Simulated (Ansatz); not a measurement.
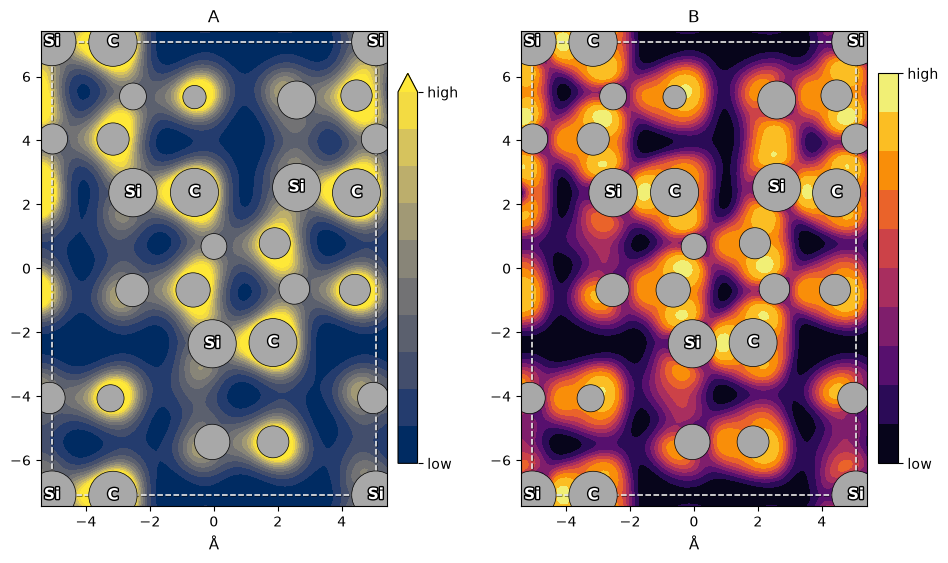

Si$_{28}$C$_{27}$ (cell with a defect): 2 fields on the (110) plane of the calculation cell, with unlabelled colour scales. Grey discs cover the atomic cores.

These are results of DFT PBE, scalar-relativistic, plane waves, PAW (Ansatz), not measurements.

**The panels show electron localisation function and valence pseudo-density in some order. Assign them.**

Panel A: valence pseudo-density. Panel B: electron localisation function. From the grid: Si–C (1.88 Å): ρ is about 0.88 e/Å³ halfway; the ELF peaks at about 0.90 between the atoms: a shared electron pair. Si–C (1.90 Å): ρ at the midpoint is about 0.86 e/Å³; the ELF peaks at about 0.95 between the atoms, as expected for a covalent bond.
